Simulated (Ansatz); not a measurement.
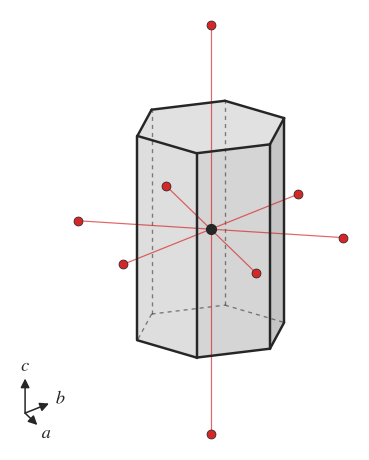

Crystal: Rh, the geometry relaxed with DFT, r2SCAN, plane waves (500 eV) with PAW, scalar-relativistic in Ansatz; the starting structure was generated, so it need not be a known form of this composition. The Wigner–Seitz cell of the crystal's lattice, with lines to the lattice points that define its faces. Geometry calculated from the standardised cell; symmetry tolerance 0.002 Å.

a = 2.701 Å, b = 2.701 Å, c = 4.358 Å, α = 90.00°, β = 90.00°, γ = 120.00°; lattice centring P.

Question: What is the cell's combinatorial type?

Answer: A hexagonal prism: 8 faces (6 with 4 edges, 2 with 6 edges), 18 edges, 12 vertices. Its volume is that of the primitive cell, 27.5 Å³.

Question: Which lattice vectors do the faces bisect?

Answer:
| example | length (Å) | faces | edges of each | area (Å²) |
| --- | --- | --- | --- | --- |
| a + b | 2.70 | 6 | 4 | 6.8 |
| c | 4.36 | 2 | 6 | 6.3 |
